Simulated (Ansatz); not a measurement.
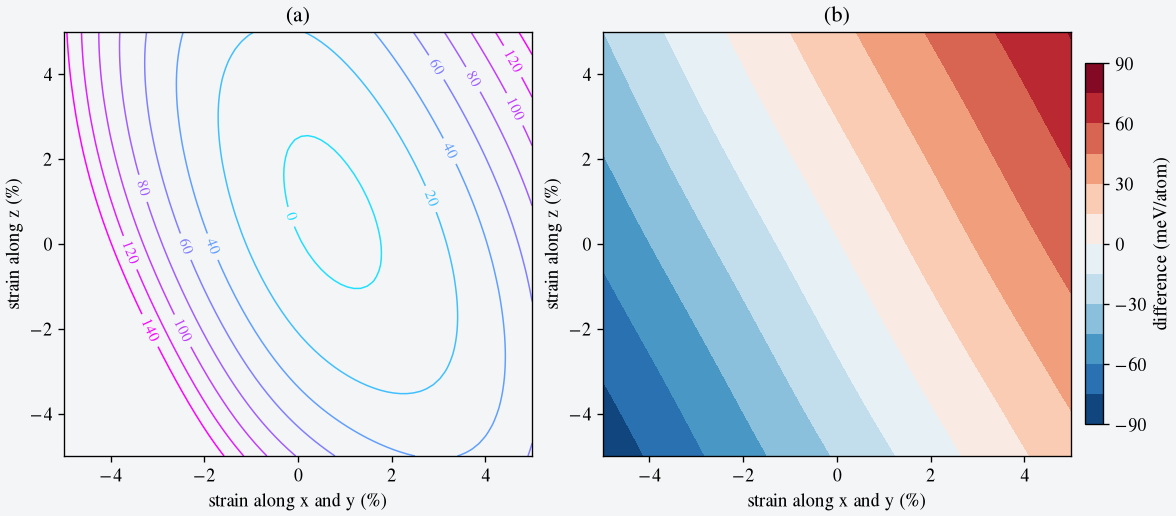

Rh (Fm-3m, No. 225; 1 atom in the cell). The cell is strained homogeneously, by one strain along x and y and another along z, with fractional coordinates fixed (x, y and z along the cube axes). The first coordinate is: strain along x and y; the second: strain along z. The grid has 5 × 5 points. Energies are in meV/atom, from each map's own lowest point. The reference cell is the one listed in the database, not relaxed at this level. Level of theory: Ansatz, DFT PBE, scalar-relativistic, plane waves, PAW. Settings: cutoff 420 eV, k-mesh 22×22×22, cold smearing 0.02 eV, no spin polarisation.

Panel (a): DFT PBE, scalar-relativistic, plane waves, PAW (Ansatz 0.2.0). Panel (b): the map at DFT r2SCAN, scalar-relativistic, plane waves, PAW (Ansatz 0.2.0) less the map of (a), each from its own lowest point.

**How does the change of method alter the landscape?**

The difference runs from −85 meV/atom at strain along x and y = −5.0 %, strain along z = −5.0 % to 76 meV/atom at strain along x and y = 5.0 %, strain along z = 5.0 %. The interpolated minimum moves from 0.71 to −0.08 % in strain along x and y and 0.69 to −0.07 % in strain along z.
